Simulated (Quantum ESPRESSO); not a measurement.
## Hp calculation, with input and output: Tm (part 2 of 2)

Continued. System: Tm (Fm-3m, 1 atom in the cell). Method: Kohn-Sham DFT of a periodic cell, PBEsol, DFT+U, SSSP 1.3 efficiency PBE, spin-polarised (Quantum ESPRESSO 7.5); cutoff 748.31 eV, 6×6×6 k-mesh, cold smearing of 0.272 eV, collinear spins. The structure derives from a Materials Project entry. The geometry was changed: volume scaled by 0.92.

Geometry of the input (Å; fractional positions):
```
0.0000  2.4004  2.4004
2.4004  0.0000  2.4004
2.4004  2.4004  0.0000
Tm 0.0000  0.0000  0.0000
```

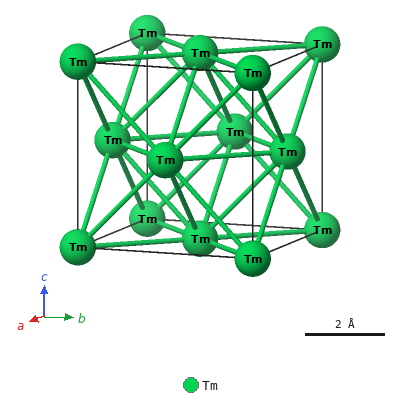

**Figure 1.** The input geometry (ball-and-stick view of the cell 4 times as large as that of the calculation, set on its symmetry axes, seen slightly off an axis).

The program's output, continued:
```
     iteration # 16     ecut=    55.00 Ry     beta= 0.30
     Davidson diagonalization with overlap
     ethr =  5.66E-08,  avg # of iterations =  2.0

     total energy              =    -937.86465431 Ry
     estimated scf accuracy    <       0.00033796 Ry

     total magnetization       =     1.00 Bohr mag/cell
     absolute magnetization    =     1.48 Bohr mag/cell

     iteration # 17     ecut=    55.00 Ry     beta= 0.30
     Davidson diagonalization with overlap
     ethr =  5.66E-08,  avg # of iterations =  1.8

     total energy              =    -937.86467245 Ry
     estimated scf accuracy    <       0.00003462 Ry

     total magnetization       =     0.96 Bohr mag/cell
     absolute magnetization    =     1.48 Bohr mag/cell

     iteration # 18     ecut=    55.00 Ry     beta= 0.30
     Davidson diagonalization with overlap
     ethr =  5.66E-08,  avg # of iterations =  1.0

     total energy              =    -937.86467008 Ry
     estimated scf accuracy    <       0.00000720 Ry

     total magnetization       =     0.96 Bohr mag/cell
     absolute magnetization    =     1.48 Bohr mag/cell

     iteration # 19     ecut=    55.00 Ry     beta= 0.30
     Davidson diagonalization with overlap
     ethr =  3.13E-08,  avg # of iterations =  1.2

     total energy              =    -937.86467232 Ry
     estimated scf accuracy    <       0.00000149 Ry

     total magnetization       =     0.94 Bohr mag/cell
     absolute magnetization    =     1.48 Bohr mag/cell

     iteration # 20     ecut=    55.00 Ry     beta= 0.30
     Davidson diagonalization with overlap
     ethr =  6.46E-09,  avg # of iterations =  1.2

     total energy              =    -937.86467275 Ry
     estimated scf accuracy    <       0.00000005 Ry

     total magnetization       =     0.95 Bohr mag/cell
     absolute magnetization    =     1.48 Bohr mag/cell

     iteration # 21     ecut=    55.00 Ry     beta= 0.30
     Davidson diagonalization with overlap
     ethr =  2.05E-10,  avg # of iterations =  2.0

     total energy              =    -937.86467279 Ry
     estimated scf accuracy    <          5.4E-09 Ry

     total magnetization       =     0.95 Bohr mag/cell
     absolute magnetization    =     1.48 Bohr mag/cell

     iteration # 22     ecut=    55.00 Ry     beta= 0.30
     Davidson diagonalization with overlap
     ethr =  2.36E-11,  avg # of iterations =  2.0

     total energy              =    -937.86467281 Ry
     estimated scf accuracy    <       0.00000002 Ry

     total magnetization       =     0.95 Bohr mag/cell
     absolute magnetization    =     1.48 Bohr mag/cell

     iteration # 23     ecut=    55.00 Ry     beta= 0.30
     Davidson diagonalization with overlap
     ethr =  2.36E-11,  avg # of iterations =  1.4

     total energy              =    -937.86467280 Ry
     estimated scf accuracy    <       0.00000001 Ry

     total magnetization       =     0.95 Bohr mag/cell
     absolute magnetization    =     1.48 Bohr mag/cell

     iteration # 24     ecut=    55.00 Ry     beta= 0.30
     Davidson diagonalization with overlap
     ethr =  2.36E-11,  avg # of iterations =  2.0

     total energy              =    -937.86467281 Ry
     estimated scf accuracy    <       0.00000001 Ry

     total magnetization       =     0.95 Bohr mag/cell
     absolute magnetization    =     1.48 Bohr mag/cell

     iteration # 25     ecut=    55.00 Ry     beta= 0.30
     Davidson diagonalization with overlap
     ethr =  2.36E-11,  avg # of iterations =  1.0

     total energy              =    -937.86467281 Ry
     estimated scf accuracy    <          2.6E-09 Ry

     total magnetization       =     0.95 Bohr mag/cell
     absolute magnetization    =     1.48 Bohr mag/cell

     iteration # 26     ecut=    55.00 Ry     beta= 0.30
     Davidson diagonalization with overlap
     ethr =  1.12E-11,  avg # of iterations =  2.0

     total energy              =    -937.86467281 Ry
     estimated scf accuracy    <          8.5E-10 Ry

     total magnetization       =     0.95 Bohr mag/cell
     absolute magnetization    =     1.48 Bohr mag/cell

     iteration # 27     ecut=    55.00 Ry     beta= 0.30
     Davidson diagonalization with overlap
     ethr =  3.69E-12,  avg # of iterations =  1.0

     Magnetic moment per site  (integrated on atomic sphere of radius R)
     atom   1 (R=0.413)  charge= 21.6524  magn=  1.0958

     End of self-consistent calculation

     =================== HUBBARD OCCUPATIONS ===================
     ------------------------ ATOM    1 ------------------------
     Tr[ns(  1)] (up, down, total) =   6.93642  5.69249 12.62891
     Atomic magnetic moment for atom   1 =   1.24393
     SPIN  1
     eigenvalues:
       0.982  0.989  0.989  0.989  0.996  0.996  0.996
     eigenvectors (columns):
       0.000 -0.038  0.820  0.571 -0.000 -0.000  0.000
      -0.000  0.561  0.157 -0.188  0.351 -0.111 -0.700
       0.000  0.243 -0.313  0.466  0.239  0.754  0.000
       0.000 -0.000 -0.000  0.000  0.843 -0.267  0.466
       1.000  0.000  0.000 -0.000 -0.000  0.000 -0.000
       0.000 -0.725 -0.202  0.242  0.272 -0.086 -0.542
       0.000  0.314 -0.405  0.602 -0.185 -0.584  0.000
     occupation matrix ns (before diag.):
       0.989 -0.000  0.000 -0.000 -0.000  0.000  0.000
      -0.000  0.993 -0.000  0.000  0.000  0.003 -0.000
       0.000 -0.000  0.993 -0.000 -0.000  0.000 -0.003
      -0.000  0.000 -0.000  0.996 -0.000 -0.000  0.000
      -0.000  0.000 -0.000 -0.000  0.982 -0.000 -0.000
       0.000  0.003  0.000 -0.000 -0.000  0.992  0.000
       0.000 -0.000 -0.003  0.000 -0.000  0.000  0.992
     SPIN  2
     eigenvalues:
       0.782  0.782  0.782  0.822  0.822  0.822  0.879
     eigenvectors (columns):
      -0.000  0.000 -0.000 -0.010 -0.748 -0.664  0.000
      -0.072  0.182 -0.766  0.562 -0.166  0.179 -0.000
      -0.184  0.744  0.194  0.244  0.371 -0.422  0.000
      -0.968 -0.248  0.032  0.000 -0.000 -0.000  0.000
      -0.000  0.000  0.000 -0.000  0.000 -0.000 -1.000
      -0.056  0.141 -0.593 -0.725  0.214 -0.231  0.000
       0.143 -0.576 -0.151  0.315  0.479 -0.544  0.000
     occupation matrix ns (before diag.):
       0.822 -0.000  0.000  0.000 -0.000  0.000  0.000
      -0.000  0.797 -0.000  0.000  0.000 -0.019 -0.000
       0.000 -0.000  0.797 -0.000 -0.000  0.000  0.019
       0.000  0.000 -0.000  0.782 -0.000 -0.000  0.000
      -0.000  0.000 -0.000 -0.000  0.879 -0.000 -0.000
       0.000 -0.019  0.000 -0.000 -0.000  0.807  0.000
       0.000 -0.000  0.019  0.000 -0.000  0.000  0.807

     Number of occupied Hubbard levels =   12.6289

 ------ SPIN UP ------------

          k = 0.0000 0.0000 0.0000 (  1243 PWs)   bands (ev):

   -35.7275  -8.5013  -8.5013  -8.5013   9.3321  13.4911  13.5573  13.5573
    13.5573  13.6903  13.6903  13.6903  17.7202  17.7202  17.7202  20.4244
    20.4244  25.8414  29.3147  29.3147  29.3147

          k = 0.1179 0.1179-0.1179 (  1291 PWs)   bands (ev):

   -35.7120  -8.7215  -8.5285  -8.5285  10.1582  13.5029  13.5437  13.5793
    13.5793  13.6411  13.6411  13.6917  16.9547  18.0483  18.0483  20.1246
    20.1246  26.6161  27.9196  30.9632  30.9632

          k = 0.2357 0.2357-0.2357 (  1272 PWs)   bands (ev):

   -35.6809  -9.1351  -8.5822  -8.5822  11.9273  13.4895  13.5514  13.5514
    13.6000  13.6509  13.6509  13.6946  16.0991  17.7761  17.7761  21.1811
    21.1811  24.9085  28.1788  32.2051  32.2051

          k =-0.3536-0.3536 0.3536 (  1260 PWs)   bands (ev):

   -35.6652  -9.3304  -8.6087  -8.6087  12.7428  13.4645  13.5220  13.5220
    13.6731  13.6866  13.6866  13.6960  16.2073  17.4333  17.4333  22.5034
    22.5034  24.7620  25.3375  29.7799  29.7799

          k = 0.2357 0.0000-0.0000 (  1303 PWs)   bands (ev):

   -35.7069  -8.7153  -8.5763  -8.5763  10.4314  13.5091  13.5424  13.5834
    13.5834  13.6441  13.6441  13.6471  16.5989  18.4297  18.4297  18.7950
    20.8747  28.1395  28.4275  29.9466  29.9466

          k = 0.3536 0.1179-0.1179 (  1296 PWs)   bands (ev):

   -35.6810  -9.0179  -8.6440  -8.6399  11.9505  13.5122  13.5539  13.5673
    13.5901  13.6181  13.6442  13.6549  15.8105  17.2781  18.6972  20.0907
    21.7094  26.6941  29.2701  30.2824  31.2664

          k =-0.2357-0.4714 0.4714 (  1286 PWs)   bands (ev):

   -35.6602  -9.2466  -8.7350  -8.6562  13.2382  13.4801  13.5285  13.5562
    13.6430  13.6786  13.6795  13.7769  15.4960  16.8648  18.2252  22.3181
    22.5972  24.2955  27.2426  29.3157  30.6118

          k =-0.1179-0.3536 0.3536 (  1287 PWs)   bands (ev):

   -35.6653  -9.1846  -8.7628  -8.6095  13.0463  13.4836  13.5467  13.5487
    13.6365  13.6493  13.6878  13.6918  15.7861  16.7268  18.2077  20.8401
    23.1187  25.0946  27.5078  29.3972  32.1679

          k = 0.0000-0.2357 0.2357 (  1293 PWs)   bands (ev):

   -35.6913  -8.9227  -8.6641  -8.5454  11.3687  13.5201  13.5280  13.5843
    13.6067  13.6103  13.6188  13.6778  16.2860  17.5620  18.8614  18.9697
    21.4894  26.9060  29.1957  30.4391  30.4840

          k = 0.4714 0.0000-0.0000 (  1283 PWs)   bands (ev):

   -35.6655  -9.1001  -8.7233  -8.7233  12.5917  13.5521  13.5698  13.5703
    13.5703  13.5921  13.6408  13.6408  15.0378  17.0967  20.4627  20.4627
    21.9056  28.0077  28.0077  29.3335  30.0981

          k =-0.1179-0.5893 0.5893 (  1278 PWs)   bands (ev):

   -35.6499  -9.1954  -8.8514  -8.7496  13.2925  13.5282  13.5365  13.5695
    13.6050  13.6674  13.6971  13.7919  14.8012  16.9441  20.3526  22.4533
    22.8173  24.1595  27.0768  28.2799  31.4259

          k =-0.0000-0.4714 0.4714 (  1292 PWs)   bands (ev):

   -35.6499  -9.0614  -9.0533  -8.6934  13.4492  13.4941  13.5425  13.5812
    13.5961  13.6871  13.7290  14.6932  14.8158  16.3639  19.3757  21.5073
    21.8698  26.4766  26.7309  29.8672  30.5593

          k =-0.7071 0.0000 0.0000 (  1298 PWs)   bands (ev):

   -35.6448  -9.2743  -8.7955  -8.7955  13.0264  13.5348  13.5452  13.5452
    13.6017  13.6650  13.6650  13.7349  14.3283  18.0211  22.5201  23.1480
    23.1480  24.4548  24.4548  25.7391  31.9164

          k =-0.2357-0.4714 0.7071 (  1278 PWs)   bands (ev):

   -35.6603  -9.1221  -8.8356  -8.6821  13.2749  13.5150  13.5526  13.5693
    13.5917  13.6321  13.6900  13.7661  15.4723  16.1607  19.3888  20.6714
    23.2430  25.4418  27.9516  29.1262  32.3295

          k =-0.1179-0.3536 0.5893 (  1280 PWs)   bands (ev):

   -35.6499  -9.1435  -8.9361  -8.7286  13.4727  13.4955  13.5372  13.5682
    13.6168  13.6577  13.7229  14.8210  14.8444  16.1933  18.9010  21.6785
    23.8048  23.9554  27.7765  28.7788  31.0458

          k =-0.7071 0.2357 0.0000 (  1280 PWs)   bands (ev):

   -35.6447  -9.1588  -8.9195  -8.8057  13.4431  13.5346  13.5347  13.5581
    13.6080  13.6322  13.7347  14.0893  15.0549  16.7759  19.3736  23.1578
    24.1351  24.3135  24.6404  28.3048  33.5075

 ------ SPIN DOWN ----------

          k = 0.0000 0.0000 0.0000 (  1243 PWs)   bands (ev):

   -35.2476  -8.1911  -8.1911  -8.1911   9.0571  14.2976  14.4898  14.4898
    14.4898  14.7382  14.7382  14.7382  17.5970  17.5970  17.5970  20.4243
    20.4243  25.4658  29.1103  29.1103  29.1103

          k = 0.1179 0.1179-0.1179 (  1291 PWs)   bands (ev):

   -35.2311  -8.4254  -8.2198  -8.2198   9.8931  14.2931  14.4657  14.5155
    14.5155  14.6712  14.6712  14.7398  16.8281  17.9430  17.9430  20.1103
    20.1103  26.3395  27.6382  30.7861  30.7861

          k = 0.2357 0.2357-0.2357 (  1272 PWs)   bands (ev):

   -35.1981  -8.8635  -8.2762  -8.2762  11.6708  14.3553  14.4165  14.5468
    14.5468  14.6204  14.6204  14.7432  15.9714  17.6776  17.6776  21.1729
    21.1729  24.7047  28.0578  32.0570  32.0570

          k =-0.3536-0.3536 0.3536 (  1260 PWs)   bands (ev):

   -35.1815  -9.0696  -8.3041  -8.3041  12.4799  14.3504  14.5029  14.5268
    14.5268  14.6565  14.6565  14.7449  16.0382  17.3235  17.3235  22.5348
    22.5348  24.7327  25.0522  29.5821  29.5821

          k = 0.2357 0.0000-0.0000 (  1303 PWs)   bands (ev):

   -35.2257  -8.4192  -8.2702  -8.2702  10.1707  14.2832  14.4582  14.5216
    14.5216  14.6734  14.6734  14.6860  16.4797  18.3313  18.3313  18.7448
    20.8901  27.8031  28.2193  29.7769  29.7769

          k = 0.3536 0.1179-0.1179 (  1296 PWs)   bands (ev):

   -35.1982  -8.7397  -8.3419  -8.3373  11.7065  14.2998  14.4102  14.5589
    14.5629  14.5932  14.6223  14.6836  15.7147  17.1954  18.6158  20.0288
    21.7315  26.5480  29.1009  30.1769  31.0028

          k =-0.2357-0.4714 0.4714 (  1286 PWs)   bands (ev):

   -35.1761  -8.9809  -8.4384  -8.3543  13.0901  14.3304  14.4745  14.5324
    14.5383  14.6400  14.6747  14.6749  15.3997  16.7329  18.1442  22.2704
    22.6310  24.2552  27.0071  29.1539  30.5142

          k =-0.1179-0.3536 0.3536 (  1287 PWs)   bands (ev):

   -35.1816  -8.9155  -8.4679  -8.3049  12.8437  14.3446  14.4188  14.5467
    14.5517  14.6276  14.6299  14.6929  15.6765  16.6175  18.1328  20.8116
    23.1444  25.0136  27.2478  29.3184  32.0457

          k = 0.0000-0.2357 0.2357 (  1293 PWs)   bands (ev):

   -35.2092  -8.6389  -8.3633  -8.2374  11.1161  14.3001  14.4263  14.5521
    14.5546  14.6027  14.6305  14.7133  16.1671  17.4648  18.7817  18.9251
    21.4920  26.7508  28.8791  30.2460  30.3812

          k = 0.4714 0.0000-0.0000 (  1283 PWs)   bands (ev):

   -35.1818  -8.8268  -8.4252  -8.4252  12.3697  14.2169  14.4336  14.5673
    14.5673  14.5954  14.6087  14.6087  15.0464  16.9865  20.3942  20.3942
    21.9534  27.9222  27.9222  29.2302  29.9586

          k =-0.1179-0.5893 0.5893 (  1278 PWs)   bands (ev):

   -35.1652  -8.9268  -8.5612  -8.4528  13.2244  14.3182  14.4685  14.5499
    14.5543  14.5812  14.6281  14.6510  14.7957  16.7829  20.3111  22.3371
    22.8554  24.1281  26.9680  28.2503  31.2417

          k =-0.0000-0.4714 0.4714 (  1292 PWs)   bands (ev):

   -35.1651  -8.7844  -8.7760  -8.3935  13.9980  14.4060  14.4691  14.5583
    14.5845  14.5926  14.6220  14.6517  14.9996  16.1909  19.3278  21.4875
    21.7684  26.4556  26.7352  29.7864  30.3748

          k =-0.7071 0.0000 0.0000 (  1298 PWs)   bands (ev):

   -35.1598  -9.0103  -8.5012  -8.5012  12.8330  14.0874  14.5191  14.5535
    14.5535  14.5556  14.6035  14.6251  14.6251  17.7969  22.5878  23.1783
    23.1783  24.2743  24.2743  25.6869  31.8357

          k =-0.2357-0.4714 0.7071 (  1278 PWs)   bands (ev):

   -35.1762  -8.8494  -8.5448  -8.3819  13.1823  14.3515  14.3591  14.5573
    14.5741  14.5856  14.6145  14.6765  15.3706  16.0957  19.3258  20.6179
    23.2676  25.3443  27.8843  28.9756  32.0861

          k =-0.1179-0.3536 0.5893 (  1280 PWs)   bands (ev):

   -35.1651  -8.8714  -8.6516  -8.4310  14.1797  14.1947  14.5034  14.5039
    14.5514  14.5996  14.6328  14.9151  14.9349  16.0417  18.8327  21.6345
    23.7907  23.8946  27.7282  28.7127  30.8398

          k =-0.7071 0.2357 0.0000 (  1280 PWs)   bands (ev):

   -35.1597  -8.8878  -8.6334  -8.5126  13.6397  14.4180  14.5028  14.5088
    14.5587  14.5754  14.6032  14.7122  14.9663  16.5931  19.3052  23.1891
    24.0857  24.2946  24.4890  28.3135  33.3236

     the Fermi energy is    14.7491 ev

!    total energy              =    -937.86467281 Ry
     total all-electron energy =      -937.864673 Ry
     estimated scf accuracy    <          1.2E-10 Ry
     smearing contrib. (-TS)   =      -0.00188420 Ry
     internal energy E=F+TS    =    -937.86278861 Ry

     The total energy is F=E-TS. E is the sum of the following terms:
     one-electron contribution =    -294.74294070 Ry
     hartree contribution      =     139.25811981 Ry
     xc contribution           =     -35.35050950 Ry
     ewald contribution        =    -267.34629016 Ry
     Hubbard energy            =       0.00000411 Ry
     one-center paw contrib.   =    -479.68117218 Ry

     total magnetization       =     0.95 Bohr mag/cell
     absolute magnetization    =     1.48 Bohr mag/cell

     convergence has been achieved in  27 iterations

     Forces acting on atoms (cartesian axes, Ry/au):

     atom    1 type  1   force =     0.00000000    0.00000000    0.00000000

     Total force =     0.000000     Total SCF correction =     0.000000

     Computing stress (Cartesian axis) and pressure

          total   stress  (Ry/bohr**3)                   (kbar)     P=       26.03
   0.00017692  -0.00000000  -0.00000000           26.03       -0.00       -0.00
  -0.00000000   0.00017692  -0.00000000           -0.00       26.03       -0.00
  -0.00000000  -0.00000000   0.00017692           -0.00       -0.00       26.03

=------------------------------------------------------------------------------=
   JOB DONE.
=------------------------------------------------------------------------------=
```

File Hubbard_parameters.dat:
```
  =-------------------------------------------------------------------------------=

                                 Hubbard U parameters:

       site n.  type  label  spin  new_type  new_label  manifold  Hubbard U (eV)
         1        1   Tm       1      1         Tm         4f       5.2764

  =-------------------------------------------------------------------------------=
```

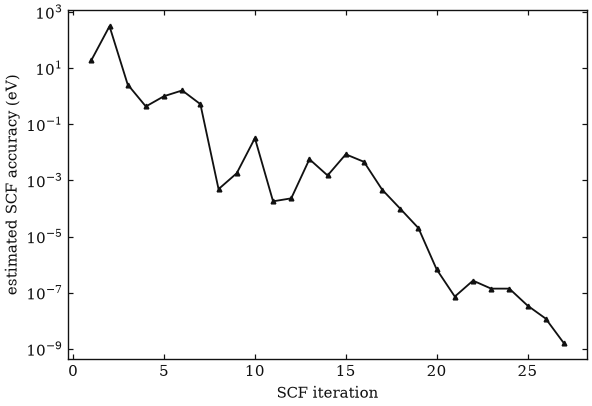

**Figure 2.** Convergence of the self-consistent field: estimated SCF accuracy against the iteration. The field takes 27 iterations in all.
